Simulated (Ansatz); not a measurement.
## Electronic structure of TiC in real space

Input

```
crystal:
  lattice:
    - [3.0999855871, 0.0, 0.0]
    - [-1.5499927935, 2.6846662698, 0.0]
    - [0.0, 0.0, 9.7897441159]
  atoms:
    - { symbol: Ti, position: [0.0, 0.0, 0.0] }
    - { symbol: C, position: [0.6666666667, 0.3333333333, 0.1245262701] }
    - { symbol: Ti, position: [0.3333333333, 0.6666666667, 0.25] }
    - { symbol: C, position: [0.6666666667, 0.3333333333, 0.3754737299] }
    - { symbol: Ti, position: [0.0, 0.0, 0.5] }
    - { symbol: C, position: [0.3333333333, 0.6666666667, 0.6245262701] }
    - { symbol: Ti, position: [0.6666666667, 0.3333333333, 0.75] }
    - { symbol: C, position: [0.3333333333, 0.6666666667, 0.8754737299] }
basis:
  ecutwfc: 420
kpoints:
  mp_grid: { grid: [21, 21, 10] }
hamiltonian:
  xc: pbe
scf:
  occupations: { method: gaussian, width: 0.1 }
output:
  forces: true
  stress: true
  eigenvalues: true
  write_density: true
  write_potential: true
  elf: true
  volumetric_format: npy
```

Command:

```sh
ansatz run input.yaml --threads 1 --pin off --max-ram 2560MiB --backend cpu --events-out ev --progress --plain --runs-dir out
```

Below, planes, directions and counts refer to the conventional cell (a = 3.10 Å, b = 3.10 Å, c = 9.79 Å, α = 90.00°, β = 90.00°, γ = 120.00°).

Space group P6₃/mmc; a generated structure, not necessarily the stable one; computed without spin polarisation.

Computed with DFT PBE, scalar-relativistic, plane waves, PAW (Ansatz).

In a PAW calculation such maps are meaningful between the atoms, not at the nuclei.

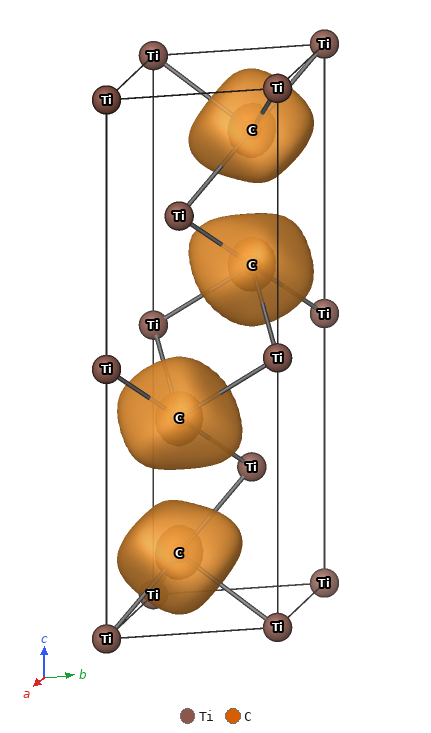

Figure 1. Isosurface of the ELF at 0.6 (orange), seen slightly off an axis. Only the valence region is drawn (cores and ρ < 0.01 e/Å³ removed). Sticks mark near contacts.

Where are the electrons localised?

The ELF exceeds this value in four regions wrapped around C (the valence shell of each), counted in one cell of 8 atoms. Any copies at cell faces, edges or corners count once. Profiles from the grid: Ti–C (2.17 Å): the ELF peaks at about 0.80 in the valence shell of C, 0.7 Å from its nucleus, and is about 0.25 at the midpoint.

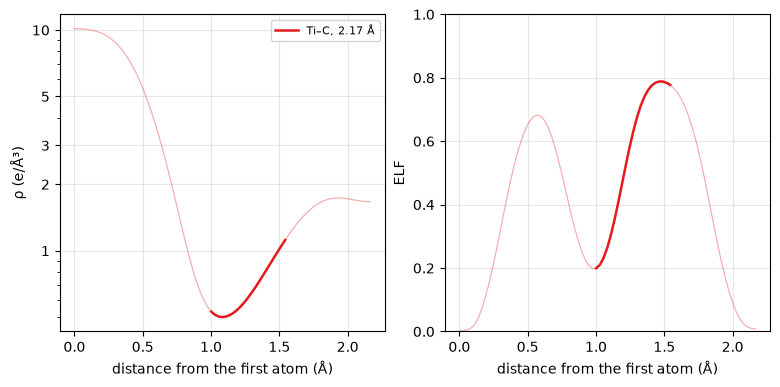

Figure 2. Valence pseudo-density and electron localisation function along straight lines between neighbouring atoms. Thin, pale parts lie inside the atomic spheres.

What can be read from the curves?

Ti–C (2.17 Å): the density is about 0.5 e/Å³ at the midpoint; the ELF peaks at about 0.80 in the valence shell of C, 0.7 Å from its nucleus, and is about 0.25 at the midpoint.

Does the calculation give a band gap?

It is metallic or semimetallic at this level of theory: no gap opens.
